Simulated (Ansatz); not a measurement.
**Two runs on GaN**

System: GaN (I4/mmm, 2 atoms in the cell).
Method of the first run: DFT, r2SCAN, plane waves, PAW, no spin polarisation (Ansatz 0.2.0).

The structure was built on a prototype by a generator. The geometry comes from this level: r2SCAN (a point of a series of strains). Text and figures count atoms from 1; the logs count them from 0 in places.

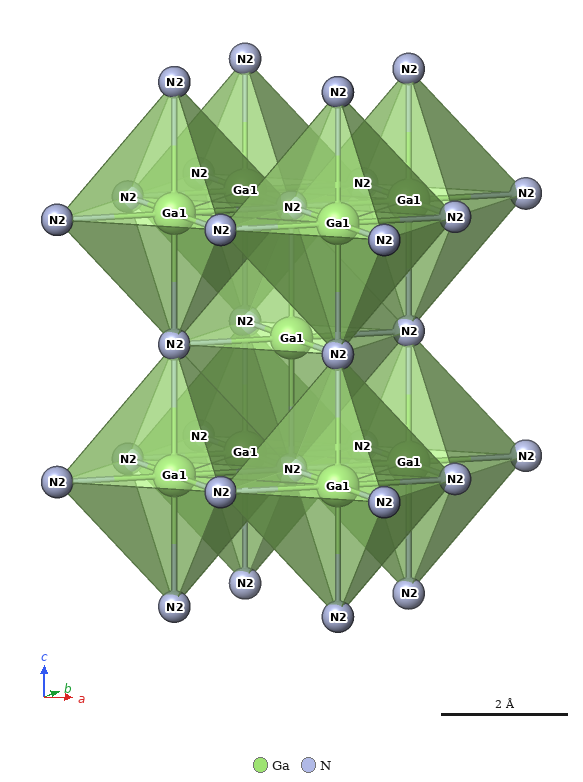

Figure 1. The structure as given in the input (polyhedral view of the cell 2 times as large as that of the calculation, set on its symmetry axes, seen slightly off an axis; polyhedra are completed across the faces of the cell; atoms are numbered from 1 in the order of the input).

**The input, the first run**
```yaml
crystal:
  lattice:
    - [0.0, 2.005830543, 2.108515235]
    - [2.005830543, 0.0, 2.108515235]
    - [2.005830543, 2.005830543, 0.0]
  atoms:
    - { symbol: Ga, position: [0.0, 0.0, 0.0] }
    - { symbol: "N", position: [0.5, 0.5, 0.5] }
kpoints:
  mp_grid: { grid: [10, 10, 10] }
  band_path:
    path:
      - [0.0, 0.0, 0.0]
      - [0.5, 0.0, 0.5]
      - [0.625, 0.25, 0.625]
      - [0.375, 0.375, 0.75]
      - [0.5, 0.5, 0.5]
      - [0.5, 0.25, 0.75]
      - [0.1875, 0.1875, 0.375]
    npoints: 1
hamiltonian:
  xc: r2scan
scf:
  occupations: { method: fixed }
  n_extra_bands: 4
output:
  forces: true
  stress: true
  eigenvalues: true
```

Hardware: 4 threads of an Arm (aarch64) CPU, shared host.

**Output, shortened to warnings, some set-up lines, iterations and results (the first run)**
```
Basis set: ecut = 500 eV, 427 PW (Γ), exchange–correlation on 96×96×96 points (64 copies of the dense FFT grid, shifted against one another)
Symmetry: 16 space group operations
k-points: 102 of 1000
Initial density: superposition of atomic densities (neutral atoms: chi_scale 0, normalization atom), corrected by the library's trained network
[...]
SCF iter   1: F=—  HF=-4175.178812 eV  |F-HF|=—  |Δ(HF+E_count)|=         —  Δρ=1.60e-2  dr2=1.43e-2  dr2_τ=1.30e-1  ethr=1.77e-3  ⟨swp⟩=4.2  Hψ=6144  notcnv=0  defer=117
SCF iter   2: F=—  HF=-4175.252446 eV  |F-HF|=—  |Δ(HF+E_count)|=   7.36e-2  Δρ=7.38e-3  dr2=5.59e-3  dr2_τ=1.73e-4  ethr=7.96e-5  ⟨swp⟩=2.6  Hψ=3343  notcnv=0  defer=199
SCF iter   3: F=—  HF=-4175.252406 eV  |F-HF|=—  |Δ(HF+E_count)|=   4.05e-5  Δρ=4.38e-3  dr2=1.08e-3  dr2_τ=1.39e-4  ethr=3.10e-5  ⟨swp⟩=3.0  Hψ=2378  notcnv=0  defer=204
SCF iter   4: F=—  HF=-4175.252411 eV  |F-HF|=—  |Δ(HF+E_count)|=   5.17e-6  Δρ=7.28e-4  dr2=3.91e-5  dr2_τ=1.87e-5  ethr=6.01e-6  ⟨swp⟩=2.6  Hψ=2155  notcnv=0  defer=204
SCF iter   5: F=—  HF=-4175.252417 eV  |F-HF|=—  |Δ(HF+E_count)|=   5.59e-6  Δρ=1.64e-4  dr2=4.11e-6  dr2_τ=2.72e-7  ethr=2.17e-7  ⟨swp⟩=2.0  Hψ=2248  notcnv=0  defer=2
SCF iter   6: F=—  HF=-4175.252416 eV  |F-HF|=—  |Δ(HF+E_count)|=   5.64e-7  Δρ=1.18e-4  dr2=2.19e-6  dr2_τ=1.54e-7  ethr=2.28e-8  ⟨swp⟩=2.0  Hψ=2172  notcnv=0  defer=1
SCF iter   7: F=—  HF=-4175.252416 eV  |F-HF|=—  |Δ(HF+E_count)|=   3.49e-7  Δρ=6.41e-5  dr2=6.58e-7  dr2_τ=7.62e-9  ethr=1.22e-8  ⟨swp⟩=1.0  Hψ=1326  notcnv=0  defer=1
SCF iter   8: F=-4175.252415 eV  HF=-4175.252416 eV  |F-HF|=3.33e-8  |Δ(HF+E_count)|=   1.35e-7  Δρ=1.79e-5  dr2=5.28e-8  dr2_τ=6.45e-10  ethr=5.56e-10  ⟨swp⟩=4.9  Hψ=6507  …
SCF 1 converged in 8 iterations: F = -4175.252415 eV  dr2 = 5.28e-8
NSCF: frozen V_eff on 7 k-points
SCF converged after 8 iterations
Free energy (F): -4175.252415 eV
Harris-Foulkes:  -4175.252416 eV  (|F-HF|=3.33e-8)
Internal energy: -4175.252415 eV  (E = F + TS)
E sigma→0 (E₀):  -4175.252415 eV
Fermi energy:    15.035725 eV
--- Per-component energies (eV) ---
  E_band       = 69.260492
  E_kinetic    = 253.768359
  E_local      = -1582.354029  (includes V_loc(G=0)·N_el)
  E_nonlocal   = 480.536795
  E_hartree    = 757.502280
  E_xc         = -123.424206
  E_vxc        = -145.675252  (∫ρ·V_xc dr)
  E_paw        = -2141.680160  (= ΣΔE_a)
  E_vpaw       = -459.675616  (= ΣTr[D̂ρ^β])
  E_aug_tail   = -0.000021  (compensation charges beyond the density's cutoff)
  E_vtau       = 7.657997  (kinetic-family band-sum trace: ∫τ·v_τ [+ j·A + Jᵃ·Aᵃ] dr)
  E_ewald      = -1818.918800
  E_core_change = -0.682634  (= ΣΔE_core)
  E_smearing   = -0.000000  (= −TS)
  E_closure    = -0.000000  (closes the sum)
  Σ components = -4175.252415   (vs F -4175.252415, Δ=0.00e0)
--- Forces (eV/Å), atoms counted from 1 ---
  atom   1  Ga    -0.00000000     0.00000000    -0.00000000
  atom   2  N      0.00000000     0.00000000    -0.00000000
  max |Σ_I F_I| component: 5.92e-30 eV/Å
--- Stress (GPa, compression-positive) ---
       37.524172       0.000000       0.000000
        0.000000      37.524172       0.000000
        0.000000       0.000000      20.317843
  P = ⅓ Tr σ = 31.7887 GPa (317.887 kbar)
```

The input of the second run differs as follows (lines with − go, lines with + come):
```diff
-  xc: r2scan
+  xc: pbe
-  occupations: { method: fixed }
+  occupations: { method: fermi_dirac, width: 0.02 }
```

What does this change do to the results?

The total energies belong to different methods, so their difference says nothing on which is more stable or more accurate. The gap on the mesh goes from 1.60 to 1.04 eV. The pressure goes from 31.79 to 40.29 GPa. The functional changes from r2SCAN to PBE. The SCF takes 6 iterations against 8. The default cutoff goes from 500 to 420 eV with the change. The plane waves at Γ go from 427 to 331.

**Output, shortened to warnings, some set-up lines, iterations and results (the second run)**
```
Basis set: ecut = 420 eV, 331 PW (Γ), exchange–correlation on 40×40×40 points (8 copies of the dense FFT grid, shifted against one another)
Symmetry: 16 space group operations
k-points: 102 of 1000
Initial density: superposition of atomic densities (neutral atoms: chi_scale 0, normalization atom), corrected by the library's trained network
[...]
SCF iter   1: F=—  HF=-4166.666023 eV  |F-HF|=—  |Δ(HF+E_count)|=         —  Δρ=2.70e-3  dr2=7.91e-4  ethr=1.77e-3  ⟨swp⟩=4.5  Hψ=6899  notcnv=0
SCF iter   2: F=—  HF=-4166.665903 eV  |F-HF|=—  |Δ(HF+E_count)|=   1.20e-4  Δρ=1.33e-3  dr2=1.51e-4  ethr=4.39e-6  ⟨swp⟩=2.0  Hψ=2772  notcnv=0
SCF iter   3: F=—  HF=-4166.665940 eV  |F-HF|=—  |Δ(HF+E_count)|=   3.70e-5  Δρ=2.46e-4  dr2=6.11e-6  ethr=8.38e-7  ⟨swp⟩=2.4  Hψ=2124  notcnv=0
SCF iter   4: F=—  HF=-4166.665930 eV  |F-HF|=—  |Δ(HF+E_count)|=   1.08e-5  Δρ=8.72e-5  dr2=3.60e-7  ethr=3.40e-8  ⟨swp⟩=2.0  Hψ=2219  notcnv=0
SCF iter   5: F=-4166.665930 eV  HF=-4166.665930 eV  |F-HF|=2.90e-9  |Δ(HF+E_count)|=   1.97e-7  Δρ=8.78e-6  dr2=5.59e-9  ethr=2.00e-9  ⟨swp⟩=2.2  Hψ=2255  notcnv=0
SCF iter   6: F=-4166.665930 eV  HF=-4166.665930 eV  |F-HF|=7.73e-11  |Δ(HF+E_count)|=   3.63e-9  Δρ=2.07e-6  dr2=3.32e-10  ethr=3.11e-11  ⟨swp⟩=1.1  Hψ=4063  notcnv=0
SCF 1 converged in 6 iterations: F = -4166.665930 eV  dr2 = 3.32e-10
NSCF: frozen V_eff on 7 k-points
SCF converged after 6 iterations
Free energy (F): -4166.665930 eV
Harris-Foulkes:  -4166.665930 eV  (|F-HF|=7.73e-11)
Internal energy: -4166.665930 eV  (E = F + TS)
E sigma→0 (E₀):  -4166.665930 eV
Fermi energy:    15.812599 eV
--- Per-component energies (eV) ---
  E_band       = 80.082120
  E_kinetic    = 253.778562
  E_local      = -1578.447269  (includes V_loc(G=0)·N_el)
  E_nonlocal   = 478.105161
  E_hartree    = 753.517421
  E_xc         = -130.448681
  E_vxc        = -136.604487  (∫ρ·V_xc dr)
  E_paw        = -2124.252195  (= ΣΔE_a)
  E_vpaw       = -443.784367  (= ΣTr[D̂ρ^β])
  E_aug_tail   = -0.000129  (compensation charges beyond the density's cutoff)
  E_ewald      = -1818.918800
  E_smearing   = -0.000000  (= −TS)
  E_closure    = -0.000000  (closes the sum)
  Σ components = -4166.665930   (vs F -4166.665930, Δ=0.00e0)
--- Forces (eV/Å), atoms counted from 1 ---
  atom   1  Ga    -0.00000000     0.00000000    -0.00000000
  atom   2  N      0.00000000     0.00000000    -0.00000000
  max |Σ_I F_I| component: 5.92e-30 eV/Å
--- Stress (GPa, compression-positive) ---
       46.269351       0.000000       0.000000
        0.000000      46.269351       0.000000
        0.000000       0.000000      28.316767
  P = ⅓ Tr σ = 40.2852 GPa (402.852 kbar)
```

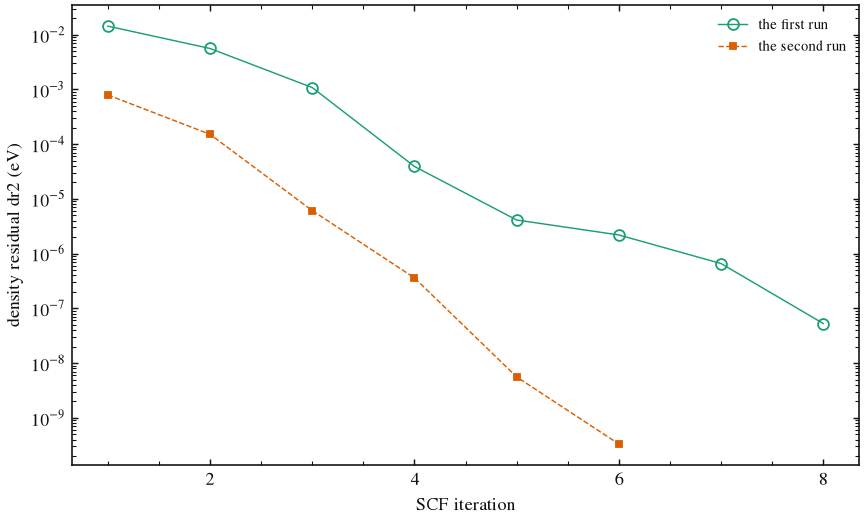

Figure 2. Convergence of the two runs: density residual dr2 against the SCF iteration. The first run takes 8 iterations in all, and the second run takes 6.

**The two runs side by side**

| quantity | the first run | the second run |
| --- | --- | --- |
| outcome | converged | converged |
| free energy per atom (eV) | −2087.6262 | −2083.3330 |
| gap on the mesh (eV) | 1.60 | 1.04 |
| pressure (GPa) | 31.79 | 40.29 |
| largest force (eV/Å) | 0.000 | 0.000 |
| SCF iterations | 8 | 6 |
| irreducible k-points | 102 | 102 |
| plane waves at Γ | 427 | 331 |
| wall time (shared host) | 1.7 s | 0.75 s |

For the first run: The cell is under a pressure of 32 GPa at this level, so it is not at its equilibrium volume. For the second run: The cell is under a pressure of 40 GPa at this level, so it is not at its equilibrium volume.
